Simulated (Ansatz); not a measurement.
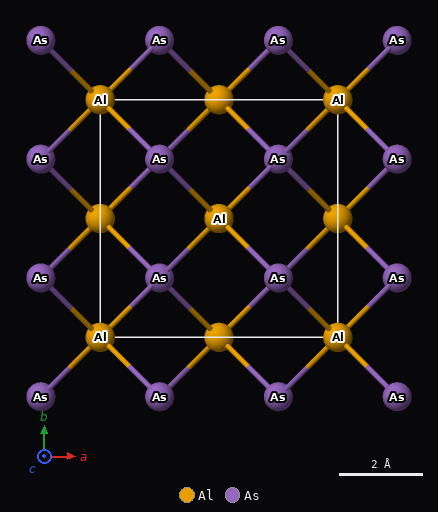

This is the input geometry for a relaxation of crystalline AlAs (built on the zincblende type). Style: ball-and-stick. Shown: the conventional cell (4 times the calculation's cell), along the c axis. Lengths and directions refer to the drawn axes.

Method: DFT, PBEsol, plane waves, PAW in Ansatz.

Input file:
```yaml
crystal:
  lattice:
    - [0.0, 2.8641573724, 2.8641573724]
    - [2.8641573724, 0.0, 2.8641573724]
    - [2.8641573724, 2.8641573724, 0.0]
  atoms:
    - { symbol: Al, position: [0.0, 0.0, 0.0] }
    - { symbol: As, position: [0.25, 0.25, 0.25] }
kpoints:
  mp_grid: { grid: [8, 8, 8] }
hamiltonian:
  xc: pbesol
scf:
  occupations: { method: fermi_dirac, width: 0.02 }
relax:
  f_tol: 0.005
  cell: {}
```

Command:
```bash
ansatz run input.yaml --threads 4 --pin off --max-ram 7372MiB --backend cpu --events-out ev --progress --plain --runs-dir out
```

Q: Predict the outcome.

A: After 2 accepted moves (3 points after the start) the energy has fallen by 4.0 meV per atom. All forces vanish by symmetry, so only the cell relaxes. Pressure: −1.92 GPa at the start and 0.00 GPa at the end. The SCF was repeated once at an unchanged geometry on a basis and grid sized afresh for the cell, which shifted the energy by 0.1 meV per atom at most. The atoms keep their places relative to the cell (all moves are under 0.005 Å). The drawn cell changes as follows: a = b = c 5.728 → 5.675 Å (−0.9 %); the volume changes by −2.8 %. Among the contacts that change: Al1–As2 2.480 → 2.457 Å. The space group stays F-43m (No. 216). Cost: 1.8 s on 4 threads of Arm Neoverse V2, with other jobs on the host, peak memory 0.33 GiB.

Final geometry:

```
Al As
1.0
     0.00000    2.83731    2.83731
     2.83731    0.00000    2.83731
     2.83731    2.83731    0.00000
Al As
1 1
Direct
  0.00000 0.00000 0.00000
  0.25000 0.25000 0.25000
```

The end point in the same view:

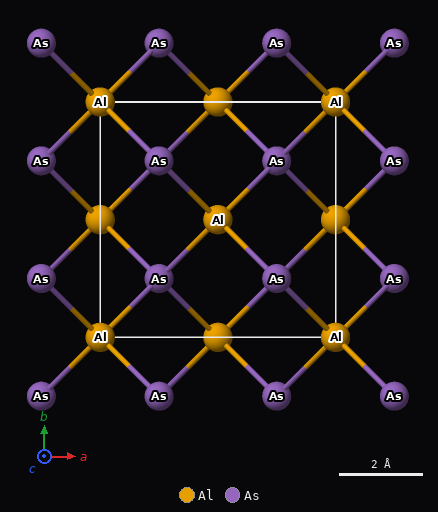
